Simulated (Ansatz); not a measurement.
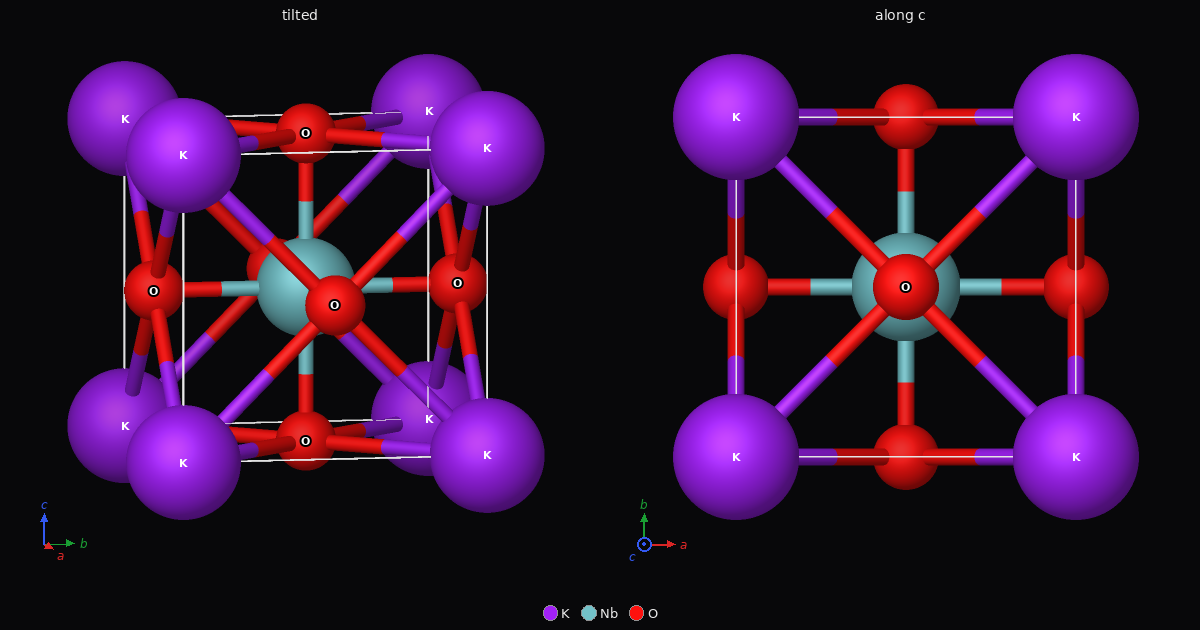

This ball-and-stick model is shown slightly off an axis and along the c axis. The edges of the conventional unit cell are marked. Cell: a = 4.03 Å, b = 4.03 Å, c = 4.03 Å, α = 90.00°, β = 90.00°, γ = 90.00°.

The model was built from a structure listed in the Materials Project. Earlier steps of the study may have refined or changed the cell and positions. A calculation with Ansatz used it as input.

**What can be read from this drawing?**

It has the composition KNbO3. Space group Pm-3m (No. 221), lattice primitive cubic. Its structure type: cubic perovskite. The cell has 5 atoms, namely 1 K, 1 Nb, 3 O. K bonds to twelve O in a cuboctahedral arrangement at about 2.8 Å. Nb is coordinated by six O in an octahedral arrangement at about 2.0 Å. Around each O lie four K and two Nb in a distorted octahedral arrangement (about 2.8 Å to K, 2.0 Å to Nb). The bonds build a three-dimensional framework.

The calculation used Ansatz, DFT PBE, scalar-relativistic, plane waves, PAW, with a 420 eV plane-wave basis, k-grid 8×8×8, Gaussian smearing of 0.02 eV, no spin polarisation.

**What is the electronic character?**

A semiconductor at this level, with a gap of 1.53 eV, indirect.

**What net charge does each kind of atom have (Bader)?**

K +0.82 e; Nb +2.75 e; O -1.19 e.

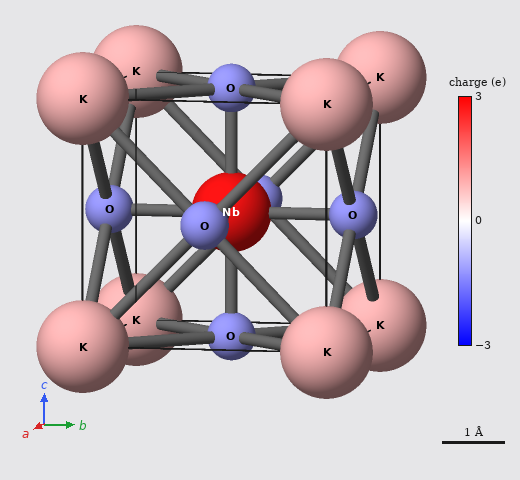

The atoms coloured by those charges. The run's cell of 5 atoms is drawn.

**Is the structure relaxed at this level of theory?**

Yes. All forces vanish to within 0.01 eV/Å. The pressure is 0.0 GPa, close to zero.
